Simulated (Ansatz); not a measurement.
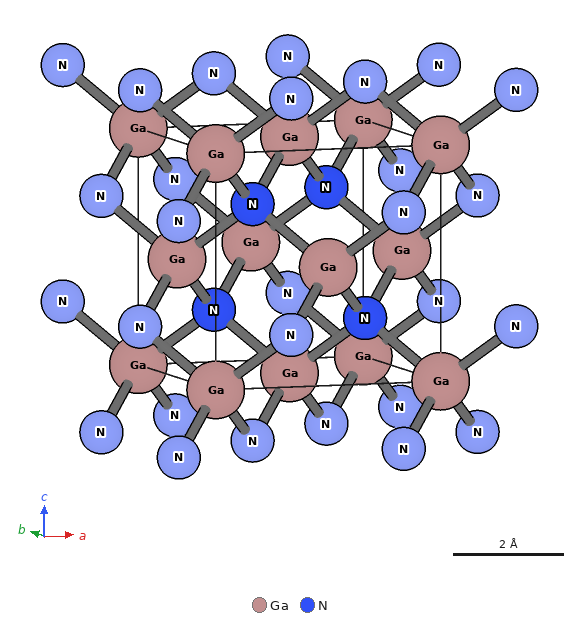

Fig. 1: The starting structure (ball-and-stick view of the cell 4 times as large as that of the calculation, set on its symmetry axes, seen slightly off an axis; neighbours outside the cell are drawn fainter). Near neighbours in the crystal (not all of them lie inside the picture): Ga has 4 N at 1.88 Å; N has 4 Ga at 1.88 Å.

# Geometry relaxation, with input and output: GaN (part 1 of 2)

System: GaN (F-43m, 2 atoms in the cell).
Method: DFT, PBE, PAW with Ansatz's default frozen-core files, scalar-relativistic, no spin polarisation (Ansatz 0.2.0).

The structure was built on a prototype by a generator; it need not be a known phase. It belongs to a series of runs on one base structure; here: bulk cell relaxed.

**The program's output**
```
Engine: ansatz 0.2.0, x86_64-unknown-linux-gnu
Pseudopotentials: kind: paw
Pseudopotential: Ga, paw, valence charge 13, recommended cutoff 420 eV (normal), Ga.paw.azcp
Pseudopotential: N, paw, valence charge 5, recommended cutoff 420 eV (normal), N.paw.azcp
Functional definition: PBE
  parameter kappa = 0.804
  parameter beta = 0.06672455060314922
  exchange = pbe_x(kappa = kappa, mu = beta*pi^2/3)
  correlation = pbe_c(beta = beta)
Crystal: 2 atoms, lattice volume = 20.355 Å³
Basis set: ecut = 420 eV, 411 PW (Γ), exchange–correlation on 48×48×48 points (8 copies of the dense FFT grid, shifted against one another)
Bands: 13, of which v1, the nominal top of the filled ones, is band 9 counted from 1 (8 counted from 0)
Symmetry: 24 space group operations
Space group: F-43m (ITA 216), of the structure as read, at distance tolerance 2.7e-5 Å
k-points: 84 of 2197 (time reversal used)
Non-local potential: Ga, projectors of the file, l = 0: 2, l = 1: 2, l = 2: 3, l = 3: 1
Non-local potential: N, projectors of the file, l = 0: 2, l = 1: 2, l = 2: 1
PAW form: soft (Blöchl's): semilocal exchange-correlation on the pseudo side does not see the compensation charge
PAW one-centre angular grid: Ga, 590 points (default); XC on 64 Gauss nodes
PAW one-centre angular grid: N, 110 points (default); XC on 64 Gauss nodes
Initial density: superposition of atomic densities (neutral atoms: chi_scale 0, normalization atom), corrected by the library's trained network
Initial wavefunctions: pseudopotential atomic-orbital guess
Functional: x = pbe(κ = 0.804, μ = 0.2195149727645171), c = pbe(β = 0.06672455060314922)
SCF iter   1: F=—  HF=-4167.610071 eV  |F-HF|=—  |Δ(HF+E_count)|=         —  Δρ=1.05e-3  dr2=1.27e-4  ethr=1.77e-3  ⟨swp⟩=5.2  Hψ=5995  notcnv=0
preconditioner: auto → none  [insulator: Δε(μ)=2.467 eV  Ē_g=19.709 eV  σ=0.020 eV  W_gap=1.00  n_scr=8 (ndim 8)  ℏωp=34.9 eV  f_vac=0.000  D(μ)=0.00/eV (n_scr^D=0)  ε∞_Penn≈4.1]
SCF iter   2: F=—  HF=-4167.610316 eV  |F-HF|=—  |Δ(HF+E_count)|=   2.45e-4  Δρ=4.57e-4  dr2=2.09e-5  ethr=7.06e-7  ⟨swp⟩=2.1  Hψ=2589  notcnv=0
SCF iter   3: F=—  HF=-4167.610367 eV  |F-HF|=—  |Δ(HF+E_count)|=   5.09e-5  Δρ=1.72e-4  dr2=3.48e-6  ethr=1.16e-7  ⟨swp⟩=2.0  Hψ=1806  notcnv=0
iter 4 did not close the SCF: its close was put off for the readings that it lacked (scf_convergence_deferred on its scf_iter line)
SCF iter   4: F=-4167.610375 eV  HF=-4167.610375 eV  |F-HF|=2.06e-7  |Δ(HF+E_count)|=   7.88e-6  Δρ=3.14e-5  dr2=9.55e-8  ethr=1.93e-8  ⟨swp⟩=2.0  Hψ=1848  notcnv=0
iter 5 did not close the SCF: its close was put off for the readings that it lacked (scf_convergence_deferred on its scf_iter line)
SCF iter   5: F=-4167.610375 eV  HF=-4167.610375 eV  |F-HF|=9.89e-9  |Δ(HF+E_count)|=   2.45e-7  Δρ=9.79e-6  dr2=7.51e-9  ethr=5.30e-10  ⟨swp⟩=2.0  Hψ=1822  notcnv=0
SCF iter   6: F=-4167.610375 eV  HF=-4167.610375 eV  |F-HF|=7.28e-11  |Δ(HF+E_count)|=   1.11e-8  Δρ=5.74e-7  dr2=1.57e-11  ethr=4.17e-11  ⟨swp⟩=4.3  Hψ=5516  notcnv=0
SCF 1 converged in 6 iterations: F = -4167.610375 eV  dr2 = 1.57e-11
  greatest PAW one-centre occupation: 0.995 electrons in one spin orbital (limit 2), on the Ga atom at site 0 (counted from 0), in its partial waves of l = 2
relax step   1: F+E_penalty+E_count = -4167.61037517 eV  Δ(F+E_penalty+E_count) = +0.000e0 eV  max|allowed force component| = 1.480e-16 eV/Å  Δτ_max = 0.0000 Å  P = +34.224 GPa  Ω = 20.355 Å³  (6 SCF iters, accepted)
Crystal: 2 atoms, lattice volume = 21.985 Å³
Initial density: handed on by an earlier stage of this run
Initial wavefunctions: those handed on with the density
iter 1 solved again at ethr=3.89e-4 eV; its pass at ethr=3.10e-3 eV (dr2=7.01e-2 eV) is discarded
SCF iter   1: F=—  HF=-4167.857206 eV  |F-HF|=—  |Δ(HF+E_count)|=         —  Δρ=1.70e-2  dr2=7.06e-2  ethr=3.89e-4  ⟨swp⟩=1.0  Hψ=7769  notcnv=0
preconditioner: auto → none  [insulator: Δε(μ)=1.861 eV  Ē_g=19.066 eV  σ=0.020 eV  W_gap=1.00  n_scr=8 (ndim 8)  ℏωp=33.6 eV  f_vac=0.006  D(μ)=0.00/eV (n_scr^D=0)  ε∞_Penn≈4.1]
SCF iter   2: F=—  HF=-4167.840735 eV  |F-HF|=—  |Δ(HF+E_count)|=   1.65e-2  Δρ=5.88e-3  dr2=9.48e-3  ethr=3.89e-4  ⟨swp⟩=2.1  Hψ=1537  notcnv=0
SCF iter   3: F=—  HF=-4167.838794 eV  |F-HF|=—  |Δ(HF+E_count)|=   1.94e-3  Δρ=7.47e-4  dr2=6.57e-5  ethr=5.27e-5  ⟨swp⟩=2.1  Hψ=1653  notcnv=0
SCF iter   4: F=—  HF=-4167.838837 eV  |F-HF|=—  |Δ(HF+E_count)|=   4.31e-5  Δρ=2.83e-4  dr2=1.06e-5  ethr=3.65e-7  ⟨swp⟩=2.1  Hψ=1798  notcnv=0
SCF iter   5: F=—  HF=-4167.838828 eV  |F-HF|=—  |Δ(HF+E_count)|=   9.52e-6  Δρ=4.57e-5  dr2=2.49e-7  ethr=5.90e-8  ⟨swp⟩=2.0  Hψ=1848  notcnv=0
SCF iter   6: F=-4167.838828 eV  HF=-4167.838828 eV  |F-HF|=1.15e-9  |Δ(HF+E_count)|=   1.01e-8  Δρ=7.44e-6  dr2=6.42e-9  ethr=1.11e-9  ⟨swp⟩=8.2  Hψ=6658  notcnv=0
SCF 2 converged in 6 iterations: F = -4167.838828 eV  dr2 = 6.42e-9
relax step   2: F+E_penalty+E_count = -4167.83882752 eV  Δ(F+E_penalty+E_count) = -2.285e-1 eV  max|allowed force component| = 3.354e-17 eV/Å  Δτ_max = 0.0000 Å  P = +13.049 GPa  Ω = 21.985 Å³  energy of the carried Pulay correction = -5.616e-3 eV  (6 SCF iters, dr2 threshold 2.00e-7 eV, accepted)
Crystal: 2 atoms, lattice volume = 23.126 Å³
Basis set: ecut = 420 eV, 459 PW (Γ), exchange–correlation on 48×48×48 points (8 copies of the dense FFT grid, shifted against one another)
iter 1 solved again at ethr=1.49e-4 eV; its pass at ethr=3.10e-3 eV (dr2=2.69e-2 eV) is discarded
SCF iter   1: F=—  HF=-4167.894675 eV  |F-HF|=—  |Δ(HF+E_count)|=         —  Δρ=1.02e-2  dr2=2.72e-2  ethr=1.49e-4  ⟨swp⟩=1.1  Hψ=8033  notcnv=0
preconditioner: auto → none  [insulator: Δε(μ)=1.577 eV  Ē_g=18.666 eV  σ=0.020 eV  W_gap=1.00  n_scr=8 (ndim 8)  ℏωp=32.8 eV  f_vac=0.005  D(μ)=0.00/eV (n_scr^D=0)  ε∞_Penn≈4.1]
SCF iter   2: F=—  HF=-4167.888409 eV  |F-HF|=—  |Δ(HF+E_count)|=   6.27e-3  Δρ=3.57e-3  dr2=3.75e-3  ethr=1.49e-4  ⟨swp⟩=2.1  Hψ=1543  notcnv=0
SCF iter   3: F=—  HF=-4167.887670 eV  |F-HF|=—  |Δ(HF+E_count)|=   7.39e-4  Δρ=6.00e-4  dr2=4.55e-5  ethr=2.08e-5  ⟨swp⟩=2.8  Hψ=2166  notcnv=0
SCF iter   4: F=—  HF=-4167.887658 eV  |F-HF|=—  |Δ(HF+E_count)|=   1.19e-5  Δρ=2.92e-4  dr2=1.12e-5  ethr=2.53e-7  ⟨swp⟩=2.2  Hψ=1918  notcnv=0
SCF iter   5: F=—  HF=-4167.887655 eV  |F-HF|=—  |Δ(HF+E_count)|=   3.36e-6  Δρ=1.04e-4  dr2=1.49e-6  ethr=6.21e-8  ⟨swp⟩=2.0  Hψ=1571  notcnv=0
SCF iter   6: F=-4167.887654 eV  HF=-4167.887654 eV  |F-HF|=1.50e-7  |Δ(HF+E_count)|=   3.86e-7  Δρ=2.10e-5  dr2=5.57e-8  ethr=1.11e-9  ⟨swp⟩=8.9  Hψ=8429  notcnv=0
SCF 3 converged in 6 iterations: F = -4167.887654 eV  dr2 = 5.57e-8
  Residual-converged pass: ⟨swp⟩=1.0  Hψ=1429  notcnv=0  max |occ|·‖R‖ = 6.8e-9 eV (tolerance 1.0e-8 eV)  dr2=5.57e-8  dr2_onsite=1.90e-7  max |Δocc| = 0.0e0
relax step   3: F+E_penalty+E_count = -4167.88765416 eV  Δ(F+E_penalty+E_count) = -4.883e-2 eV  max|allowed force component| = 6.014e-17 eV/Å  Δτ_max = 0.0000 Å  P = +2.141 GPa  Ω = 23.126 Å³  energy of the carried Pulay correction = -9.296e-3 eV  (6 SCF iters, dr2 threshold 2.00e-7 eV, accepted)
Crystal: 2 atoms, lattice volume = 23.364 Å³
iter 1 solved again at ethr=5.81e-6 eV; its pass at ethr=3.10e-3 eV (dr2=1.05e-3 eV) is discarded
SCF iter   1: F=—  HF=-4167.888876 eV  |F-HF|=—  |Δ(HF+E_count)|=         —  Δρ=1.98e-3  dr2=1.03e-3  ethr=5.81e-6  ⟨swp⟩=2.0  Hψ=7825  notcnv=0
preconditioner: auto → none  [insulator: Δε(μ)=1.568 eV  Ē_g=18.596 eV  σ=0.020 eV  W_gap=1.00  n_scr=8 (ndim 8)  ℏωp=32.6 eV  f_vac=0.002  D(μ)=0.00/eV (n_scr^D=0)  ε∞_Penn≈4.1]
SCF iter   2: F=—  HF=-4167.888645 eV  |F-HF|=—  |Δ(HF+E_count)|=   2.31e-4  Δρ=7.08e-4  dr2=1.51e-4  ethr=5.71e-6  ⟨swp⟩=2.0  Hψ=1610  notcnv=0
SCF iter   3: F=—  HF=-4167.888624 eV  |F-HF|=—  |Δ(HF+E_count)|=   2.08e-5  Δρ=1.52e-4  dr2=2.75e-6  ethr=8.38e-7  ⟨swp⟩=2.2  Hψ=1668  notcnv=0
SCF iter   4: F=—  HF=-4167.888622 eV  |F-HF|=—  |Δ(HF+E_count)|=   1.76e-6  Δρ=6.23e-5  dr2=4.32e-7  ethr=1.53e-8  ⟨swp⟩=2.7  Hψ=1969  notcnv=0
iter 5 did not close the SCF: its close was put off for the readings that it lacked (scf_convergence_deferred on its scf_iter line)
SCF iter   5: F=-4167.888622 eV  HF=-4167.888622 eV  |F-HF|=2.43e-9  |Δ(HF+E_count)|=   2.35e-7  Δρ=7.30e-6  dr2=1.22e-8  ethr=2.40e-9  ⟨swp⟩=2.6  Hψ=1951  notcnv=0
SCF iter   6: F=-4167.888622 eV  HF=-4167.888622 eV  |F-HF|=2.48e-10  |Δ(HF+E_count)|=   7.11e-9  Δρ=9.68e-7  dr2=1.43e-10  ethr=6.77e-11  ⟨swp⟩=5.7  Hψ=6378  notcnv=0
SCF 4 converged in 6 iterations: F = -4167.888622 eV  dr2 = 1.43e-10
relax step   4: F+E_penalty+E_count = -4167.88862233 eV  Δ(F+E_penalty+E_count) = -9.682e-4 eV  max|allowed force component| = 8.789e-17 eV/Å  Δτ_max = 0.0000 Å  P = +0.180 GPa  Ω = 23.364 Å³  energy of the carried Pulay correction = -1.004e-2 eV  (6 SCF iters, dr2 threshold 2.00e-7 eV, accepted)
Crystal: 2 atoms, lattice volume = 23.386 Å³
iter 1 solved again at ethr=4.86e-8 eV; its pass at ethr=3.10e-3 eV (dr2=8.74e-6 eV) is discarded
SCF iter   1: F=—  HF=-4167.888566 eV  |F-HF|=—  |Δ(HF+E_count)|=         —  Δρ=1.81e-4  dr2=8.65e-6  ethr=4.86e-8  ⟨swp⟩=2.0  Hψ=7386  notcnv=0
preconditioner: auto → none  [insulator: Δε(μ)=1.575 eV  Ē_g=18.592 eV  σ=0.020 eV  W_gap=1.00  n_scr=8 (ndim 8)  ℏωp=32.6 eV  f_vac=0.001  D(μ)=0.00/eV (n_scr^D=0)  ε∞_Penn≈4.1]
SCF iter   2: F=—  HF=-4167.888566 eV  |F-HF|=—  |Δ(HF+E_count)|=   4.73e-7  Δρ=6.52e-5  dr2=1.28e-6  ethr=4.80e-8  ⟨swp⟩=1.9  Hψ=1537  notcnv=0
iter 3 did not close the SCF: its close was put off for the readings that it lacked (scf_convergence_deferred on its scf_iter line)
SCF iter   3: F=-4167.888566 eV  HF=-4167.888566 eV  |F-HF|=3.95e-8  |Δ(HF+E_count)|=   2.11e-7  Δρ=1.38e-5  dr2=2.20e-8  ethr=7.09e-9  ⟨swp⟩=2.2  Hψ=1696  notcnv=0
iter 4 did not close the SCF: its close was put off for the readings that it lacked (scf_convergence_deferred on its scf_iter line)
SCF iter   4: F=-4167.888566 eV  HF=-4167.888566 eV  |F-HF|=9.65e-10  |Δ(HF+E_count)|=   1.27e-8  Δρ=5.84e-6  dr2=3.73e-9  ethr=1.22e-10  ⟨swp⟩=2.5  Hψ=1895  notcnv=0
iter 5 did not close the SCF: its close was put off for the readings that it lacked (scf_convergence_deferred on its scf_iter line)
SCF iter   5: F=-4167.888566 eV  HF=-4167.888566 eV  |F-HF|=2.27e-11  |Δ(HF+E_count)|=   1.89e-9  Δρ=7.63e-7  dr2=1.55e-10  ethr=2.07e-11  ⟨swp⟩=2.2  Hψ=1785  notcnv=0
SCF iter   6: F=-4167.888566 eV  HF=-4167.888566 eV  |F-HF|=9.09e-13  |Δ(HF+E_count)|=  5.28e-11  Δρ=1.25e-7  dr2=2.95e-12  ethr=1.00e-12  ⟨swp⟩=4.8  Hψ=5605  notcnv=0
SCF 5 converged in 6 iterations: F = -4167.888566 eV  dr2 = 2.95e-12
relax step   5: F+E_penalty+E_count = -4167.88856621 eV  Δ(F+E_penalty+E_count) = +5.612e-5 eV  max|allowed force component| = 3.354e-17 eV/Å  Δτ_max = 0.0000 Å  P = +0.003 GPa  Ω = 23.386 Å³  energy of the carried Pulay correction = -1.011e-2 eV  (6 SCF iters, accepted)
Initial wavefunctions: pseudopotential atomic-orbital guess (no wavefunctions were taken with the density)
iter 1 solved again at ethr=5.28e-7 eV; its pass at ethr=3.10e-3 eV (dr2=9.51e-5 eV) is discarded
SCF iter   1: F=—  HF=-4167.902433 eV  |F-HF|=—  |Δ(HF+E_count)|=         —  Δρ=2.10e-3  dr2=8.13e-5  ethr=5.28e-7  ⟨swp⟩=2.2  Hψ=8373  notcnv=0
preconditioner: auto → none  [insulator: Δε(μ)=1.583 eV  Ē_g=18.593 eV  σ=0.020 eV  W_gap=1.00  n_scr=8 (ndim 8)  ℏωp=32.6 eV  f_vac=0.001  D(μ)=0.00/eV (n_scr^D=0)  ε∞_Penn≈4.1]
SCF iter   2: F=—  HF=-4167.906343 eV  |F-HF|=—  |Δ(HF+E_count)|=   3.91e-3  Δρ=1.02e-3  dr2=1.26e-5  ethr=4.51e-7  ⟨swp⟩=2.0  Hψ=1335  notcnv=0
SCF iter   3: F=—  HF=-4167.907618 eV  |F-HF|=—  |Δ(HF+E_count)|=   1.28e-3  Δρ=1.61e-4  dr2=3.72e-7  ethr=6.98e-8  ⟨swp⟩=2.0  Hψ=1597  notcnv=0
SCF iter   4: F=—  HF=-4167.907650 eV  |F-HF|=—  |Δ(HF+E_count)|=   3.17e-5  Δρ=3.15e-5  dr2=1.12e-7  ethr=2.07e-9  ⟨swp⟩=2.0  Hψ=1848  notcnv=0
SCF iter   5: F=—  HF=-4167.907650 eV  |F-HF|=—  |Δ(HF+E_count)|=   1.05e-7  Δρ=4.33e-6  dr2=1.32e-9  ethr=6.20e-10  ⟨swp⟩=2.0  Hψ=1797  notcnv=0
SCF iter   6: F=—  HF=-4167.907650 eV  |F-HF|=—  |Δ(HF+E_count)|=   6.36e-9  Δρ=4.92e-7  dr2=2.82e-11  ethr=7.33e-12  ⟨swp⟩=2.0  Hψ=1781  notcnv=0
SCF iter   7: F=-4167.907650 eV  HF=-4167.907650 eV  |F-HF|=1.82e-12  |Δ(HF+E_count)|=  4.46e-11  Δρ=7.16e-8  dr2=5.27e-13  ethr=1.00e-12  ⟨swp⟩=5.0  Hψ=4411  notcnv=0
SCF 6 converged in 7 iterations: F = -4167.907650 eV  dr2 = 5.27e-13
relax step   6: F+E_penalty+E_count = -4167.90764964 eV  Δ(F+E_penalty+E_count) = -1.908e-2 eV  max|allowed force component| = 4.395e-17 eV/Å  Δτ_max = 0.0000 Å  P = +1.042 GPa  Ω = 23.386 Å³  stress off target by 1.04e0 GPa  SCF on the basis re-selected at this cell (its energy is not comparable with the rows above)  (7 SCF iters)
basis re-selected at this cell: Δ(F+E_penalty+E_count) = -1.908e-2 eV, ΔP = +1.039 GPa vs the last step (what re-selecting the basis moved, of the pressure what is left beyond the Pulay correction that the steps carried, after the strain that the cell walked since its last selection, with what the two solves' SCF thresholds leave and, on support functions, any second-order correction that the steps lacked; it is no measure of the basis error at this ecutwfc). This SCF's stress stands 1.04e0 GPa from its target on what of the cell is left free (relax.cell.stress_tol is 5.00e-2 GPa) and its largest allowed force component is 4.39e-17 eV/Å (relax.f_tol is 5.00e-3 eV/Å): not within both, so this SCF does not close the relaxation
Crystal: 2 atoms, lattice volume = 23.517 Å³
iter 1 solved again at ethr=1.63e-6 eV; its pass at ethr=3.10e-3 eV (dr2=2.94e-4 eV) is discarded
SCF iter   1: F=—  HF=-4167.907761 eV  |F-HF|=—  |Δ(HF+E_count)|=         —  Δρ=1.05e-3  dr2=2.91e-4  ethr=1.63e-6  ⟨swp⟩=1.9  Hψ=6259  notcnv=0
preconditioner: auto → none  [insulator: Δε(μ)=1.536 eV  Ē_g=18.548 eV  σ=0.020 eV  W_gap=1.00  n_scr=8 (ndim 8)  ℏωp=32.5 eV  f_vac=0.002  D(μ)=0.00/eV (n_scr^D=0)  ε∞_Penn≈4.1]
SCF iter   2: F=—  HF=-4167.907696 eV  |F-HF|=—  |Δ(HF+E_count)|=   6.58e-5  Δρ=3.67e-4  dr2=4.13e-5  ethr=1.62e-6  ⟨swp⟩=1.7  Hψ=1319  notcnv=0
SCF iter   3: F=—  HF=-4167.907689 eV  |F-HF|=—  |Δ(HF+E_count)|=   6.07e-6  Δρ=8.16e-5  dr2=8.19e-7  ethr=2.30e-7  ⟨swp⟩=2.3  Hψ=1526  notcnv=0
iter 4 did not close the SCF: its close was put off for the readings that it lacked (scf_convergence_deferred on its scf_iter line)
SCF iter   4: F=-4167.907689 eV  HF=-4167.907689 eV  |F-HF|=4.38e-8  |Δ(HF+E_count)|=   5.71e-7  Δρ=3.07e-5  dr2=1.12e-7  ethr=4.55e-9  ⟨swp⟩=2.1  Hψ=1773  notcnv=0
iter 5 did not close the SCF: its close was put off for the readings that it lacked (scf_convergence_deferred on its scf_iter line)
SCF iter   5: F=-4167.907689 eV  HF=-4167.907689 eV  |F-HF|=2.80e-10  |Δ(HF+E_count)|=   6.43e-8  Δρ=3.49e-6  dr2=1.95e-9  ethr=6.22e-10  ⟨swp⟩=2.8  Hψ=1866  notcnv=0
SCF iter   6: F=-4167.907689 eV  HF=-4167.907689 eV  |F-HF|=2.73e-11  |Δ(HF+E_count)|=   1.55e-9  Δρ=3.31e-7  dr2=1.42e-11  ethr=1.08e-11  ⟨swp⟩=4.0  Hψ=5463  notcnv=0
SCF 7 converged in 6 iterations: F = -4167.907689 eV  dr2 = 1.42e-11
relax step   7: F+E_penalty+E_count = -4167.90768894 eV  Δ(F+E_penalty+E_count) = -3.930e-5 eV  max|allowed force component| = 4.626e-17 eV/Å  Δτ_max = 0.0000 Å  P = +0.067 GPa  Ω = 23.517 Å³  energy of the carried Pulay correction = -4.101e-4 eV  (6 SCF iters, dr2 threshold 2.00e-7 eV, accepted)
Crystal: 2 atoms, lattice volume = 23.526 Å³
iter 1 solved again at ethr=7.65e-9 eV; its pass at ethr=3.10e-3 eV (dr2=1.38e-6 eV) is discarded
SCF iter   1: F=—  HF=-4167.907660 eV  |F-HF|=—  |Δ(HF+E_count)|=         —  Δρ=7.17e-5  dr2=1.37e-6  ethr=7.65e-9  ⟨swp⟩=1.9  Hψ=6242  notcnv=0
preconditioner: auto → none  [insulator: Δε(μ)=1.540 eV  Ē_g=18.547 eV  σ=0.020 eV  W_gap=1.00  n_scr=8 (ndim 8)  ℏωp=32.5 eV  f_vac=0.002  D(μ)=0.00/eV (n_scr^D=0)  ε∞_Penn≈4.1]
SCF iter   2: F=—  HF=-4167.907662 eV  |F-HF|=—  |Δ(HF+E_count)|=   2.19e-6  Δρ=2.52e-5  dr2=1.94e-7  ethr=7.63e-9  ⟨swp⟩=1.7  Hψ=1344  notcnv=0
iter 3 did not close the SCF: its close was put off for the readings that it lacked (scf_convergence_deferred on its scf_iter line)
SCF iter   3: F=-4167.907662 eV  HF=-4167.907662 eV  |F-HF|=7.88e-9  |Δ(HF+E_count)|=   3.52e-8  Δρ=5.67e-6  dr2=3.98e-9  ethr=1.08e-9  ⟨swp⟩=2.3  Hψ=1524  notcnv=0
iter 4 did not close the SCF: its close was put off for the readings that it lacked (scf_convergence_deferred on its scf_iter line)
SCF iter   4: F=-4167.907662 eV  HF=-4167.907662 eV  |F-HF|=2.26e-10  |Δ(HF+E_count)|=   2.77e-9  Δρ=2.13e-6  dr2=5.42e-10  ethr=2.21e-11  ⟨swp⟩=2.1  Hψ=1764  notcnv=0
iter 5 did not close the SCF: its close was put off for the readings that it lacked (scf_convergence_deferred on its scf_iter line)
SCF iter   5: F=-4167.907662 eV  HF=-4167.907662 eV  |F-HF|=1.82e-12  |Δ(HF+E_count)|=  3.22e-10  Δρ=2.34e-7  dr2=8.32e-12  ethr=3.01e-12  ⟨swp⟩=2.8  Hψ=1827  notcnv=0
SCF iter   6: F=-4167.907662 eV  HF=-4167.907662 eV  |F-HF|=9.09e-13  |Δ(HF+E_count)|=  6.37e-12  Δρ=2.27e-8  dr2=6.62e-14  ethr=1.00e-12  ⟨swp⟩=4.0  Hψ=4645  notcnv=0
SCF 8 converged in 6 iterations: F = -4167.907662 eV  dr2 = 6.62e-14
```
